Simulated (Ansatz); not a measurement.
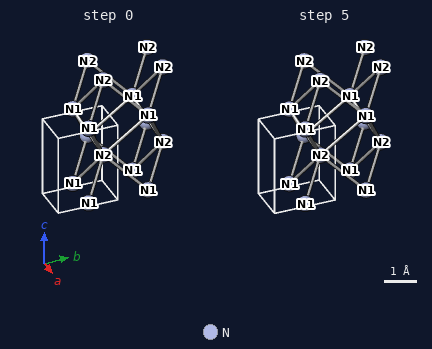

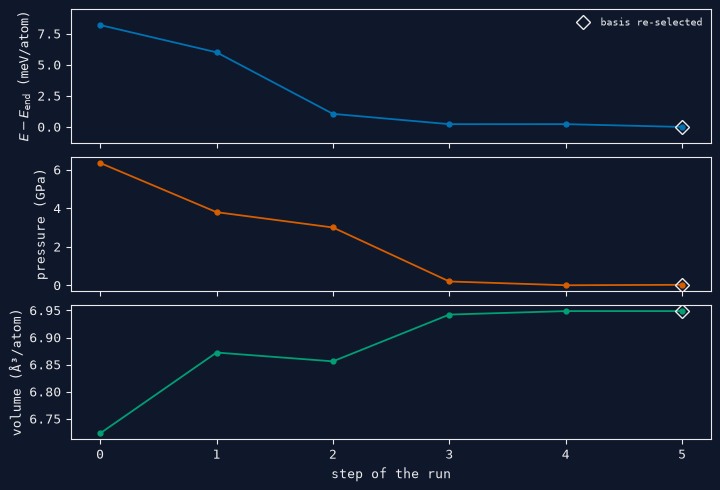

First and last geometry of a relaxation of a crystal of N (set up in P6_3/mmc), with the history of the run. Style: ball-and-stick. Shown: the cell of the calculation, repeated 2 × 2 × 2 with one cell outlined, slightly off an axis.

Theory: DFT r2SCAN, scalar-relativistic, plane waves, PAW in Ansatz 0.2.0.

Input file:
```yaml
crystal:
  lattice:
    - [2.5194737886, 0.0, 0.0]
    - [-1.2597368943, 2.1819283051, 0.0]
    - [0.0, 0.0, 2.446002]
  atoms:
    - { symbol: "N", position: [0.66666667, 0.33333333, 0.25] }
    - { symbol: "N", position: [0.33333333, 0.66666667, 0.75] }
basis:
  ecutwfc: 500
kpoints:
  mp_grid: { grid: [18, 18, 18] }
hamiltonian:
  xc: r2scan
scf:
  occupations: { method: gaussian, width: 0.1 }
output:
  forces: true
  stress: true
  eigenvalues: true
  write_density: true
  write_potential: true
  elf: true
  volumetric_format: npy
relax:
  adjacent_minimum: "off"
  f_tol: 0.005
  max_steps: 80
  cell: { stress_tol: 0.05 }
```

Command:
```bash
ansatz run input.yaml --threads 1 --pin off --max-ram 2560MiB --backend cpu --events-out ev --progress --plain --runs-dir out
```

Question: Did the run converge, and what did it change?

Answer: It converged. The atoms keep their places relative to the cell (all moves are under 0.005 Å). The drawn cell changes as follows: a = b 2.519 → 2.564 Å (+1.8 %), c 2.446 → 2.441 Å (−0.2 %); the volume changes by +3.4 %. Some distances before and after: N1–N2 1.900 → 1.919 Å. The space group stays P6_3/mmc (No. 194). The energy falls by 8.2 meV per atom in 4 accepted moves (5 points after the start). All forces vanish by symmetry, so only the cell relaxes. The pressure goes from 6.35 to 0.03 GPa. The SCF was repeated once at an unchanged geometry on a basis and grid sized afresh for the cell, which shifted the energy by 0.2 meV per atom at most. The run took 42 s on 1 thread of Arm Neoverse V1, on a shared host, peak memory 0.37 GiB.

```
step  E − E(0), meV/atom  pressure, GPa  volume, Å³/atom                      note
   0                0.00           6.35            6.723                          
   1               -2.19           3.80            6.872                          
   2               -7.15           3.00            6.856                          
   3               -7.97           0.20            6.942                          
   4               -7.97           0.01            6.949                          
   5               -8.20           0.03            6.949  same geometry, new basis
```
